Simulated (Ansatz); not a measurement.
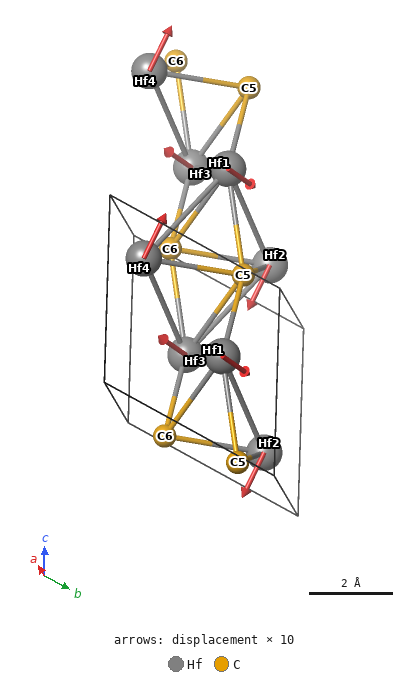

This is a relaxation of crystalline Hf₂C (a generated structure, set up in I4/mcm) (coarse preliminary run). The starting structure is drawn; red arrows show the displacements (the part carried along by the change of the cell is left out), 10 times their true length.

Style: ball-and-stick. Shown: the cell of the calculation, repeated 1 × 1 × 2 with one cell outlined, from a free direction.

Case: Si → C on all its sites, cell and atoms relaxed.

The calculation used DFT PBEsol, scalar-relativistic, plane waves, PAW in Ansatz. Set-up: plane-wave cutoff 420 eV; k-point mesh 6 × 6 × 6; occupations gaussian; smearing width 0.1 eV; no spin polarisation; cell and atoms relaxed; force threshold 0.05 eV/Å; at most 60 steps.

> Which element moves most?

Hafnium: up to 0.12 Å, against 0.00 Å for carbon.

> What happened in the run?

After 3 accepted moves (4 points after the start) the energy has fallen by 177 meV per atom. The largest force component goes from 1.5 to 0.021 eV/Å. The pressure goes from −11.70 to −0.29 GPa. The SCF was repeated once at an unchanged geometry on a basis and grid sized afresh for the cell, which shifted the energy by 0.6 meV per atom at most. The largest moves relative to the cell, 0.12 Å, are those of Hf1, Hf2, Hf3 and Hf4. Hf2 goes along [−1 −1 −2]. C stays in place. Cell: a = b = c 4.996 → 4.835 Å (−3.2 %), α 103.8° → 105.9°, β 103.8° → 105.9°, γ 121.6° → 116.9°. Volume −7.3 %. Among the contacts that change: Hf1–Hf2 3.292 → 3.053 Å, Hf1–C5 2.627 → 2.502 Å, Hf1–Hf2 (another image) 3.110 → 3.227 Å, Hf1–Hf3 2.735 → 2.831 Å. The space group stays I4/mcm (No. 140).
